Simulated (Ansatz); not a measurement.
Geometry relaxation, with input and output: GaN (part 1 of 2)

System: GaN (slab, 6 atoms in the cell).
Method: DFT PBEsol, scalar-relativistic, plane waves, PAW, no spin polarisation (Ansatz 0.2.0).

The structure derives from a Materials Project entry. The input holds or restrains some coordinates. It belongs to a series of runs on one base structure; here: clean slab, lower half held. Figures and captions count atoms from 1; the log counts them from 0 in places.

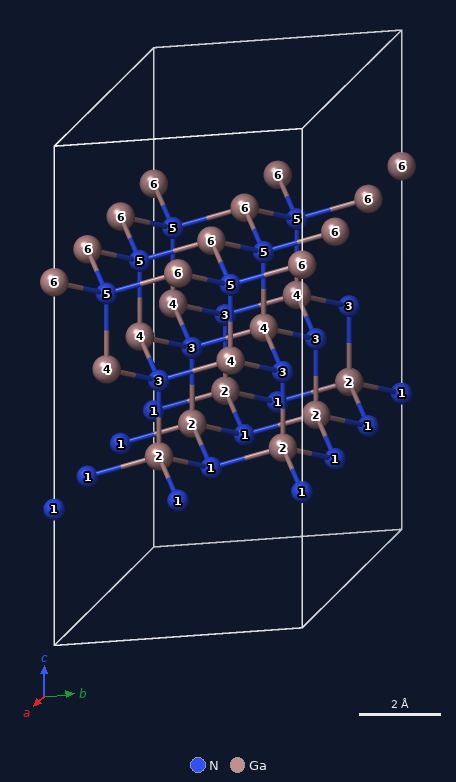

Fig. 1: The input geometry (ball-and-stick view of the 3 × 2 repeat of the cell, with the vacuum cut short, seen slightly off an axis; atoms are numbered from 1 in the order of the input).

Input file:
```yaml
crystal:
  lattice:
    - [3.1807290385, 0.0, 0.0]
    - [-1.5903645193, 2.7545921499, 0.0]
    - [0.0, 0.0, 22.8433723658]
  atoms:
    - { symbol: "N", position: [0.0, 0.0, 0.3720991745] }
    - { symbol: Ga, position: [0.3333333333, 0.6666666667, 0.4005215802] }
    - { symbol: "N", position: [0.3333333333, 0.6666666667, 0.4857887972] }
    - { symbol: Ga, position: [0.6666666667, 0.3333333333, 0.5142112028] }
    - { symbol: "N", position: [0.6666666667, 0.3333333333, 0.5994784198] }
    - { symbol: Ga, position: [0.0, 0.0, 0.6279008255] }
basis:
  ecutwfc: 420
kpoints:
  mp_grid: { grid: [9, 9, 1] }
hamiltonian:
  xc: pbesol
scf:
  occupations: { method: gaussian, width: 0.05 }
output:
  forces: true
  eigenvalues: true
  write_density: true
  write_potential: true
  elf: true
  volumetric_format: npy
relax:
  adjacent_minimum: "off"
  f_tol: 0.03
  max_steps: 70
  constraints: [{ sites: [0, 1, 2] }]
efield:
  axis: 3
  dipole_correction: true
  ramp_width: 0.04
```

Machine: 1 thread of AMD EPYC (Zen 3), 32 GiB of memory available, shared host.

Run as:
```bash
ansatz run input.yaml --threads 1 --pin off --max-ram 2560MiB --backend cpu --events-out ev --progress --plain --runs-dir out
```

The program's output:
```
Engine: ansatz 0.2.0, x86_64-unknown-linux-gnu
Pseudopotentials: kind: paw
Pseudopotential: N, paw, valence charge 5, recommended cutoff 420 eV (normal), N.paw.azcp
Pseudopotential: Ga, paw, valence charge 13, recommended cutoff 420 eV (normal), Ga.paw.azcp
Functional definition: PBEsol
  exchange = pbesol_x
  correlation = pbesol_c
Crystal: 6 atoms, lattice volume = 200.145 Å³
Basis set: ecut = 420 eV, 3941 PW (Γ), exchange–correlation on 48×48×320 points (8 copies of the dense FFT grid, shifted against one another)
Bands: 33, of which v1, the nominal top of the filled ones, is band 27 counted from 1 (26 counted from 0)
Symmetry: 6 space group operations
Space group: P3m1 (ITA 156), of the structure as read, at distance tolerance 5.8e-5 Å
k-points: 12 of 81 (time reversal used)
Non-local potential: N, projectors of the file, l = 0: 2, l = 1: 2, l = 2: 1
Non-local potential: Ga, projectors of the file, l = 0: 2, l = 1: 2, l = 2: 3, l = 3: 1
PAW form: soft (Blöchl's): semilocal exchange-correlation on the pseudo side does not see the compensation charge
PAW frozen core: N, regenerated for the run's functional, and the local potential with it (the file was generated under x = pbe(κ = 0.804, μ = 0.2195149727645171), c = pbe(β = 0.06672455060314922))
PAW frozen core: Ga, regenerated for the run's functional, and the local potential with it (the file was generated under x = pbe(κ = 0.804, μ = 0.2195149727645171), c = pbe(β = 0.06672455060314922))
PAW one-centre angular grid: N, 110 points (default); XC on 64 Gauss nodes
PAW one-centre angular grid: Ga, 590 points (default); XC on 64 Gauss nodes
Initial density: superposition of atomic densities (neutral atoms: chi_scale 0, normalization atom), corrected by the library's trained network
Initial wavefunctions: pseudopotential atomic-orbital guess
Functional: x = pbesol(κ = 0.804, μ = 0.12345679012345678), c = pbesol(β = 0.046)
SCF iter   1: F=—  HF=-12365.031304 eV  |F-HF|=—  |Δ(HF+E_count)|=         —  Δρ=9.85e-3  dr2=1.24e0  ethr=1.77e-3  p=0.164 e·Å  D=1.48e-1 V/Å  ΔV_dip=-3.38 eV  dr2_dipole=5.56e-1  V_vac-E_F(+/−)=3.89/7.27 eV  ⟨swp⟩=7.4  Hψ=1983  notcnv=0  defer=5
efield: sawtooth ramp at fractional position 0.9800 (placed from the atoms, in the widest stretch of the axis that holds none; the zero of the levels goes with the place), width 0.0400; the density the first Hamiltonian is built on has a dipole p = 0.164 e·Å; the dipole correction subtracts the counter field D = 1.48e-1 V/Å, which shifts the + side's vacuum level by -3.38 eV against the − side's; the planar-averaged density in the ramp window peaks in size at 8.2e-6 e/Å³
preconditioner: auto → LDOS  [metal: Δε(μ)=0.017 eV  Ē_g=15.174 eV  σ=0.050 eV  W_gap=0.19  n_scr=14 (ndim 8)  ℏωp=19.3 eV  f_vac=0.600  D(μ)=4.57/eV (n_scr^D=14)  β→1.0]
SCF iter   2: F=—  HF=-12364.979740 eV  |F-HF|=—  |Δ(HF+E_count)|=   5.16e-2  Δρ=6.14e-3  dr2=4.24e-1  ethr=1.77e-3  p=0.168 e·Å  D=1.52e-1 V/Å  ΔV_dip=-3.48 eV  dr2_dipole=1.88e-1  V_vac-E_F(+/−)=4.02/7.50 eV  ⟨swp⟩=2.0  Hψ=544  notcnv=0  defer=17
SCF iter   3: F=—  HF=-12364.976281 eV  |F-HF|=—  |Δ(HF+E_count)|=   3.46e-3  Δρ=3.43e-3  dr2=9.62e-2  ethr=7.84e-4  p=0.171 e·Å  D=1.54e-1 V/Å  ΔV_dip=-3.53 eV  dr2_dipole=3.24e-2  V_vac-E_F(+/−)=4.04/7.56 eV  ⟨swp⟩=2.0  Hψ=431  notcnv=0  defer=17
SCF iter   4: F=—  HF=-12364.976277 eV  |F-HF|=—  |Δ(HF+E_count)|=   3.56e-6  Δρ=1.76e-3  dr2=8.05e-3  ethr=1.78e-4  p=0.171 e·Å  D=1.55e-1 V/Å  ΔV_dip=-3.54 eV  dr2_dipole=1.57e-4  V_vac-E_F(+/−)=4.04/7.58 eV  ⟨swp⟩=2.0  Hψ=495  notcnv=0  defer=17
SCF iter   5: F=—  HF=-12364.976072 eV  |F-HF|=—  |Δ(HF+E_count)|=   2.05e-4  Δρ=1.00e-3  dr2=9.90e-3  ethr=1.49e-5  p=0.174 e·Å  D=1.57e-1 V/Å  ΔV_dip=-3.59 eV  dr2_dipole=2.71e-3  V_vac-E_F(+/−)=4.03/7.61 eV  ⟨swp⟩=2.9  Hψ=653  notcnv=0  defer=16
SCF iter   6: F=—  HF=-12364.976004 eV  |F-HF|=—  |Δ(HF+E_count)|=   6.85e-5  Δρ=7.71e-4  dr2=2.43e-3  ethr=1.49e-5  p=0.175 e·Å  D=1.58e-1 V/Å  ΔV_dip=-3.61 eV  dr2_dipole=2.75e-4  V_vac-E_F(+/−)=4.02/7.63 eV  ⟨swp⟩=1.2  Hψ=384  notcnv=0  defer=16
SCF iter   7: F=—  HF=-12364.975981 eV  |F-HF|=—  |Δ(HF+E_count)|=   2.26e-5  Δρ=4.92e-4  dr2=8.22e-4  ethr=4.51e-6  p=0.176 e·Å  D=1.59e-1 V/Å  ΔV_dip=-3.63 eV  dr2_dipole=1.52e-4  V_vac-E_F(+/−)=4.01/7.64 eV  ⟨swp⟩=2.1  Hψ=509  notcnv=0  defer=16
SCF iter   8: F=—  HF=-12364.975992 eV  |F-HF|=—  |Δ(HF+E_count)|=   1.07e-5  Δρ=2.20e-4  dr2=1.54e-4  ethr=1.52e-6  p=0.177 e·Å  D=1.60e-1 V/Å  ΔV_dip=-3.65 eV  dr2_dipole=7.55e-6  V_vac-E_F(+/−)=4.00/7.65 eV  ⟨swp⟩=2.2  Hψ=447  notcnv=0  defer=16
SCF iter   9: F=—  HF=-12364.976017 eV  |F-HF|=—  |Δ(HF+E_count)|=   2.48e-5  Δρ=9.63e-5  dr2=1.11e-4  ethr=2.86e-7  p=0.177 e·Å  D=1.60e-1 V/Å  ΔV_dip=-3.66 eV  dr2_dipole=4.95e-5  V_vac-E_F(+/−)=4.00/7.66 eV  ⟨swp⟩=2.1  Hψ=562  notcnv=0  defer=16
SCF iter  10: F=-12364.976010 eV  HF=-12364.976029 eV  |F-HF|=1.91e-5  |Δ(HF+E_count)|=   1.27e-5  Δρ=6.72e-5  dr2=2.07e-5  ethr=4.17e-8  p=0.177 e·Å  D=1.60e-1 V/Å  ΔV_dip=-3.66 eV  dr2_dipole=4.96e-6  V_vac-E_F(+/−)=4.00/7.65 eV  ⟨swp⟩=20.3  Hψ=4378  notcnv=0
SCF 1 converged in 10 iterations: F = -12364.976010 eV  dr2 = 2.07e-5
  Residual-converged pass: ⟨swp⟩=1.1  Hψ=445  notcnv=0  max |occ|·‖R‖ = 7.0e-9 eV (tolerance 1.0e-8 eV)  dr2=2.07e-5  dr2_onsite=5.55e-7  max |Δocc| = 1.4e-10
  greatest PAW one-centre occupation: 0.995 electrons in one spin orbital (limit 2), on the Ga atom at site 5 (counted from 0), in its partial waves of l = 2
relax step   1: F+E_penalty+E_count = -12364.97601013 eV  Δ(F+E_penalty+E_count) = +0.000e0 eV  max|allowed force component| = 1.455e0 eV/Å  Δτ_max = 0.0000 Å  (10 SCF iters, dr2 threshold 2.25e-5 eV, accepted)
Initial density: handed on by an earlier stage of this run
Initial wavefunctions: those handed on with the density
iter 1 solved again at ethr=6.11e-4 eV; its pass at ethr=3.10e-3 eV (dr2=3.30e-1 eV) is discarded
SCF iter   1: F=—  HF=-12365.027897 eV  |F-HF|=—  |Δ(HF+E_count)|=         —  Δρ=5.00e-3  dr2=3.23e-1  ethr=6.11e-4  p=0.177 e·Å  D=1.60e-1 V/Å  ΔV_dip=-3.66 eV  dr2_dipole=1.47e-1  V_vac-E_F(+/−)=3.97/7.63 eV  ⟨swp⟩=1.2  Hψ=1174  notcnv=0  defer=17
efield: sawtooth ramp at fractional position 0.9800 (handed on by an earlier solve), width 0.0400; the density the first Hamiltonian is built on has a dipole p = 0.177 e·Å; the dipole correction subtracts the counter field D = 1.60e-1 V/Å, which shifts the + side's vacuum level by -3.66 eV against the − side's; the planar-averaged density in the ramp window peaks in size at 4.8e-6 e/Å³
preconditioner: auto → LDOS  [metal: Δε(μ)=0.018 eV  Ē_g=15.141 eV  σ=0.050 eV  W_gap=0.20  n_scr=14 (ndim 8)  ℏωp=19.3 eV  f_vac=0.602  D(μ)=4.80/eV (n_scr^D=14)  β→1.0]
SCF iter   2: F=—  HF=-12365.017799 eV  |F-HF|=—  |Δ(HF+E_count)|=   1.01e-2  Δρ=1.35e-3  dr2=5.04e-3  ethr=5.99e-4  p=0.179 e·Å  D=1.62e-1 V/Å  ΔV_dip=-3.70 eV  dr2_dipole=1.51e-3  V_vac-E_F(+/−)=3.96/7.66 eV  ⟨swp⟩=2.6  Hψ=518  notcnv=0  defer=17
SCF iter   3: F=—  HF=-12365.021502 eV  |F-HF|=—  |Δ(HF+E_count)|=   3.70e-3  Δρ=6.62e-4  dr2=2.85e-3  ethr=9.33e-6  p=0.180 e·Å  D=1.63e-1 V/Å  ΔV_dip=-3.72 eV  dr2_dipole=1.34e-3  V_vac-E_F(+/−)=3.95/7.66 eV  ⟨swp⟩=2.5  Hψ=617  notcnv=0  defer=17
SCF iter   4: F=—  HF=-12365.021727 eV  |F-HF|=—  |Δ(HF+E_count)|=   2.25e-4  Δρ=2.83e-4  dr2=2.64e-4  ethr=5.29e-6  p=0.181 e·Å  D=1.63e-1 V/Å  ΔV_dip=-3.73 eV  dr2_dipole=7.68e-5  V_vac-E_F(+/−)=3.94/7.67 eV  ⟨swp⟩=2.4  Hψ=672  notcnv=0  defer=17
SCF iter   5: F=—  HF=-12365.021775 eV  |F-HF|=—  |Δ(HF+E_count)|=   4.82e-5  Δρ=1.29e-4  dr2=6.65e-5  ethr=1.85e-7  p=0.181 e·Å  D=1.64e-1 V/Å  ΔV_dip=-3.74 eV  dr2_dipole=1.00e-5  V_vac-E_F(+/−)=3.93/7.67 eV  ⟨swp⟩=19.8  Hψ=4792  notcnv=0
SCF iter   6: F=-12365.021781 eV  HF=-12365.021784 eV  |F-HF|=2.71e-6  |Δ(HF+E_count)|=   8.60e-6  Δρ=8.89e-5  dr2=1.79e-5  ethr=1.23e-7  p=0.182 e·Å  D=1.64e-1 V/Å  ΔV_dip=-3.75 eV  dr2_dipole=1.32e-9  V_vac-E_F(+/−)=3.93/7.68 eV  ⟨swp⟩=16.0  Hψ=4608  notcnv=0
SCF 2 converged in 6 iterations: F = -12365.021781 eV  dr2 = 1.79e-5
relax step   2: F+E_penalty+E_count = -12365.02178102 eV  Δ(F+E_penalty+E_count) = -4.577e-2 eV  max|allowed force component| = 8.833e-1 eV/Å  Δτ_max = 0.0421 Å  (6 SCF iters, dr2 threshold 1.00e-4 eV, accepted)
iter 1 solved again at ethr=1.86e-3 eV; its pass at ethr=3.10e-3 eV (dr2=1.01e0 eV) is discarded
SCF iter   1: F=—  HF=-12365.100922 eV  |F-HF|=—  |Δ(HF+E_count)|=         —  Δρ=7.92e-3  dr2=9.83e-1  ethr=1.86e-3  p=0.182 e·Å  D=1.64e-1 V/Å  ΔV_dip=-3.75 eV  dr2_dipole=4.36e-1  V_vac-E_F(+/−)=3.82/7.57 eV  ⟨swp⟩=1.0  Hψ=1322  notcnv=0  defer=18
efield: sawtooth ramp at fractional position 0.9800 (handed on by an earlier solve), width 0.0400; the density the first Hamiltonian is built on has a dipole p = 0.182 e·Å; the dipole correction subtracts the counter field D = 1.64e-1 V/Å, which shifts the + side's vacuum level by -3.75 eV against the − side's; the planar-averaged density in the ramp window peaks in size at 1.1e-5 e/Å³
preconditioner: auto → LDOS  [insulator: Δε(μ)=0.056 eV  Ē_g=15.156 eV  σ=0.050 eV  W_gap=0.57  n_scr=14 (ndim 8)  ℏωp=19.3 eV  f_vac=0.603  D(μ)=3.37/eV (n_scr^D=12)  ε∞_Penn≈2.6  β→1.0]
SCF iter   2: F=—  HF=-12365.064944 eV  |F-HF|=—  |Δ(HF+E_count)|=   3.60e-2  Δρ=2.28e-3  dr2=1.40e-2  ethr=1.82e-3  p=0.191 e·Å  D=1.73e-1 V/Å  ΔV_dip=-3.94 eV  dr2_dipole=4.91e-3  V_vac-E_F(+/−)=3.77/7.72 eV  ⟨swp⟩=2.4  Hψ=509  notcnv=0  defer=18
SCF iter   3: F=—  HF=-12365.071329 eV  |F-HF|=—  |Δ(HF+E_count)|=   6.39e-3  Δρ=1.00e-3  dr2=1.49e-3  ethr=2.58e-5  p=0.192 e·Å  D=1.74e-1 V/Å  ΔV_dip=-3.97 eV  dr2_dipole=7.83e-5  V_vac-E_F(+/−)=3.75/7.72 eV  ⟨swp⟩=2.8  Hψ=825  notcnv=0  defer=18
SCF iter   4: F=—  HF=-12365.071113 eV  |F-HF|=—  |Δ(HF+E_count)|=   2.16e-4  Δρ=3.69e-4  dr2=5.32e-4  ethr=2.76e-6  p=0.193 e·Å  D=1.75e-1 V/Å  ΔV_dip=-3.99 eV  dr2_dipole=2.49e-4  V_vac-E_F(+/−)=3.74/7.73 eV  ⟨swp⟩=2.2  Hψ=755  notcnv=0  defer=18
SCF iter   5: F=—  HF=-12365.071103 eV  |F-HF|=—  |Δ(HF+E_count)|=   1.05e-5  Δρ=1.29e-4  dr2=3.91e-5  ethr=9.03e-8  p=0.194 e·Å  D=1.75e-1 V/Å  ΔV_dip=-4.00 eV  dr2_dipole=1.58e-6  V_vac-E_F(+/−)=3.74/7.74 eV  ⟨swp⟩=21.5  Hψ=4990  notcnv=0
SCF iter   6: F=-12365.071119 eV  HF=-12365.071124 eV  |F-HF|=5.00e-6  |Δ(HF+E_count)|=   2.17e-5  Δρ=6.20e-5  dr2=1.68e-5  ethr=7.24e-8  p=0.194 e·Å  D=1.76e-1 V/Å  ΔV_dip=-4.01 eV  dr2_dipole=2.68e-6  V_vac-E_F(+/−)=3.73/7.74 eV  ⟨swp⟩=17.0  Hψ=4550  notcnv=0
SCF 3 converged in 6 iterations: F = -12365.071119 eV  dr2 = 1.68e-5
relax step   3: F+E_penalty+E_count = -12365.07111941 eV  Δ(F+E_penalty+E_count) = -4.934e-2 eV  max|allowed force component| = 1.979e-1 eV/Å  Δτ_max = 0.0502 Å  (6 SCF iters, dr2 threshold 4.88e-5 eV, accepted)
iter 1 solved again at ethr=6.51e-4 eV; its pass at ethr=3.10e-3 eV (dr2=3.52e-1 eV) is discarded
SCF iter   1: F=—  HF=-12365.082924 eV  |F-HF|=—  |Δ(HF+E_count)|=         —  Δρ=4.41e-3  dr2=3.48e-1  ethr=6.51e-4  p=0.194 e·Å  D=1.76e-1 V/Å  ΔV_dip=-4.01 eV  dr2_dipole=1.57e-1  V_vac-E_F(+/−)=3.69/7.70 eV  ⟨swp⟩=1.2  Hψ=1131  notcnv=0  defer=18
efield: sawtooth ramp at fractional position 0.9800 (handed on by an earlier solve), width 0.0400; the density the first Hamiltonian is built on has a dipole p = 0.194 e·Å; the dipole correction subtracts the counter field D = 1.76e-1 V/Å, which shifts the + side's vacuum level by -4.01 eV against the − side's; the planar-averaged density in the ramp window peaks in size at 1.2e-5 e/Å³
preconditioner: auto → LDOS  [insulator: Δε(μ)=0.062 eV  Ē_g=15.127 eV  σ=0.050 eV  W_gap=0.61  n_scr=14 (ndim 8)  ℏωp=19.3 eV  f_vac=0.604  D(μ)=3.22/eV (n_scr^D=12)  ε∞_Penn≈2.6  β→1.0]
SCF iter   2: F=—  HF=-12365.071259 eV  |F-HF|=—  |Δ(HF+E_count)|=   1.17e-2  Δρ=1.50e-3  dr2=1.73e-2  ethr=6.44e-4  p=0.200 e·Å  D=1.81e-1 V/Å  ΔV_dip=-4.13 eV  dr2_dipole=6.33e-3  V_vac-E_F(+/−)=3.63/7.76 eV  ⟨swp⟩=2.5  Hψ=509  notcnv=0  defer=18
SCF iter   3: F=—  HF=-12365.075330 eV  |F-HF|=—  |Δ(HF+E_count)|=   4.07e-3  Δρ=4.81e-4  dr2=2.54e-3  ethr=3.21e-5  p=0.199 e·Å  D=1.80e-1 V/Å  ΔV_dip=-4.12 eV  dr2_dipole=1.31e-3  V_vac-E_F(+/−)=3.64/7.76 eV  ⟨swp⟩=2.5  Hψ=445  notcnv=0  defer=18
SCF iter   4: F=—  HF=-12365.075377 eV  |F-HF|=—  |Δ(HF+E_count)|=   4.66e-5  Δρ=2.08e-4  dr2=4.96e-4  ethr=4.71e-6  p=0.200 e·Å  D=1.81e-1 V/Å  ΔV_dip=-4.14 eV  dr2_dipole=2.68e-4  V_vac-E_F(+/−)=3.63/7.76 eV  ⟨swp⟩=2.1  Hψ=541  notcnv=0  defer=18
SCF iter   5: F=—  HF=-12365.075306 eV  |F-HF|=—  |Δ(HF+E_count)|=   7.04e-5  Δρ=9.07e-5  dr2=3.78e-5  ethr=9.18e-7  p=0.201 e·Å  D=1.82e-1 V/Å  ΔV_dip=-4.15 eV  dr2_dipole=2.22e-7  V_vac-E_F(+/−)=3.62/7.77 eV  ⟨swp⟩=1.6  Hψ=520  notcnv=0  defer=18
SCF iter   6: F=—  HF=-12365.075310 eV  |F-HF|=—  |Δ(HF+E_count)|=   3.45e-6  Δρ=6.38e-5  dr2=1.35e-5  ethr=7.01e-8  p=0.201 e·Å  D=1.82e-1 V/Å  ΔV_dip=-4.16 eV  dr2_dipole=4.25e-7  V_vac-E_F(+/−)=3.62/7.77 eV  ⟨swp⟩=2.0  Hψ=614  notcnv=0  defer=18
SCF iter   7: F=—  HF=-12365.075313 eV  |F-HF|=—  |Δ(HF+E_count)|=   3.49e-6  Δρ=4.38e-5  dr2=8.09e-6  ethr=2.50e-8  p=0.202 e·Å  D=1.82e-1 V/Å  ΔV_dip=-4.16 eV  dr2_dipole=3.30e-6  V_vac-E_F(+/−)=3.61/7.77 eV  ⟨swp⟩=2.0  Hψ=617  notcnv=0  defer=18
SCF iter   8: F=-12365.075315 eV  HF=-12365.075315 eV  |F-HF|=6.88e-7  |Δ(HF+E_count)|=   1.48e-6  Δρ=1.97e-5  dr2=7.68e-7  ethr=4.53e-9  p=0.202 e·Å  D=1.83e-1 V/Å  ΔV_dip=-4.17 eV  dr2_dipole=2.66e-9  V_vac-E_F(+/−)=3.60/7.78 eV  ⟨swp⟩=19.2  Hψ=4186  notcnv=0
SCF 4 converged in 8 iterations: F = -12365.075315 eV  dr2 = 7.68e-7
relax step   4: F+E_penalty+E_count = -12365.07531533 eV  Δ(F+E_penalty+E_count) = -4.196e-3 eV  max|allowed force component| = 4.271e-2 eV/Å  Δτ_max = 0.0231 Å  (8 SCF iters, dr2 threshold 2.45e-6 eV, accepted)
```
